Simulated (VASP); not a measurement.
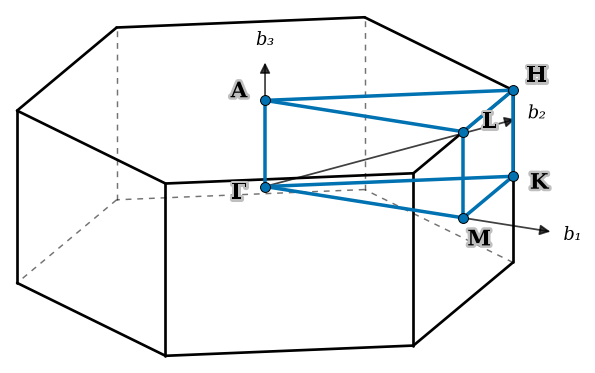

Crystal: TaN, the geometry relaxed with VASP, VASP Kohn-Sham DFT of a periodic cell, LDA, VASP PAW LDA potentials, recommended. The first Brillouin zone and its special points. All values are computed from the atomic coordinates in the standard setting (tolerance 0.002 Å).

Space group P6₃/mmc, No. 194; a = 2.878 Å, b = 2.878 Å, c = 5.826 Å, α = 90.00°, β = 90.00°, γ = 120.00°.

Labels and path follow the convention of Hinuma et al. (2017), as computed by seekpath; the arrows show the directions of the reciprocal primitive vectors b₁, b₂, b₃, in which coordinates are given; lengths include the factor 2π.

List the special points with their coordinates and distances from Γ.

| point | k₁ | k₂ | k₃ | length of k (1/Å) |
| --- | --- | --- | --- | --- |
| Γ | 0 | 0 | 0 | 0.000 |
| A | 0 | 0 | 1/2 | 0.539 |
| K | 1/3 | 1/3 | 0 | 1.455 |
| H | 1/3 | 1/3 | 1/2 | 1.552 |
| M | 1/2 | 0 | 0 | 1.260 |
| L | 1/2 | 0 | 1/2 | 1.371 |

What is the zone's volume?

(2π)³ over the primitive cell's volume of 41.80 Å³: 5.93 Å⁻³.
